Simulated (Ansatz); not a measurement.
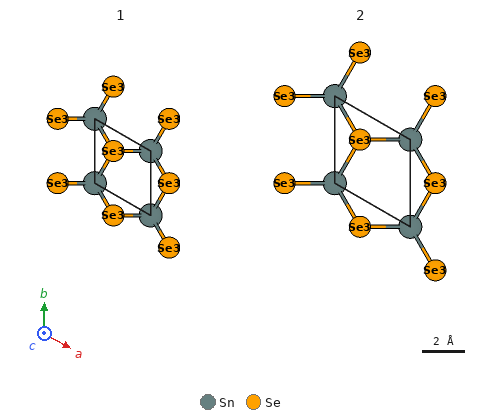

Two geometries of solid SnSe2 (a generated structure, set up in P-6m2) (coarse preliminary run), drawn at one scale. One is the start of a relaxation, the other its converged end. The picture is a ball-and-stick view of the cell of the calculation, seen along the c axis.

The calculation used Ansatz, DFT PBE+D3(BJ), scalar-relativistic, plane waves, PAW. Settings: plane-wave cutoff 420 eV; k-point mesh 6 × 6 × 4; occupations gaussian; smearing width 0.1 eV; no spin polarisation; cell and atoms relaxed; force threshold 0.04 eV/Å; at most 70 steps.

**Which geometry has the lower energy?**

Structure 2 is the relaxed one. The largest moves relative to the cell, 0.24 Å, are those of Se atoms. Sn stays in place. Cell: a = b 3.112 → 4.208 Å (+35.2 %), c 6.193 → 5.761 Å (−7.0 %). Volume +70.2 %. Among the contacts that change: Se–Se 3.112 → 4.208 Å, Se–Se 3.150 → 2.455 Å, Se–Sn 2.354 → 2.939 Å. Among the angles between lasting bonds that change: Se–Sn–Se 80.5° → 68.5°, Sn–Se–Sn 82.7° → 91.5°, Se–Sn–Se 82.7° → 91.5°. The space group stays P-6m2 (No. 187). The energy falls by 2037 meV per atom in 11 accepted moves (13 points after the start). The largest force component goes from 8.7 to 0.031 eV/Å. The pressure goes from 85.14 to 0.12 GPa. The SCF was repeated twice at an unchanged geometry on a basis and grid sized afresh for the cell, which shifted the energy by 43.3 meV per atom at most.
